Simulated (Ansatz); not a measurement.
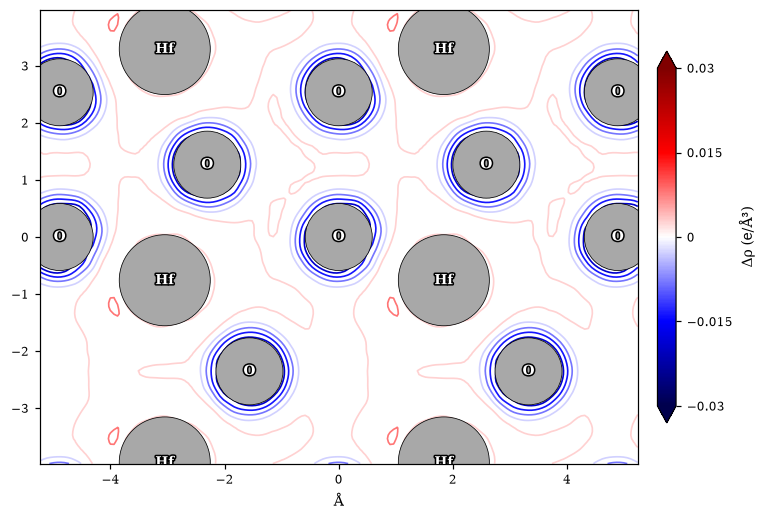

HfO2. Difference of the valence pseudo-densities of two functionals at the same geometry, on the (110) plane of the calculation cell: one of LDA and PBE less the other.

Both computed with Ansatz (plane waves, PAW), on the same k-point mesh. Grey discs cover the atomic cores.

```
Hf O
1.0
     5.08032    0.00000    0.00000
     0.00000    5.16487    0.00000
     0.00000    0.00000    4.89088
Hf O
4 8
Direct
  0.22259 0.78180 0.27207
  0.72259 0.71820 0.72793
  0.77741 0.21820 0.27207
  0.27741 0.28180 0.72793
  0.18682 0.16365 0.10453
  0.68682 0.33635 0.89547
  0.81318 0.83635 0.10453
  0.31318 0.66365 0.89547
  0.00000 0.50000 0.48905
  0.50000 0.00000 0.51095
  0.00000 0.00000 0.57562
  0.50000 0.50000 0.42438
```

### Which was subtracted from which, and what does the map show?

It is LDA less PBE. Against PBE, LDA gives more density around Hf (+0.006 e/Å³ on average at 1.2 Å from the nucleus), less density around O (−0.010 e/Å³ on average at 0.7 Å from the nucleus) and a change of +0.007 e/Å³ at the midpoint of Hf–O and +0.006 e/Å³ at the midpoint of Hf–O.
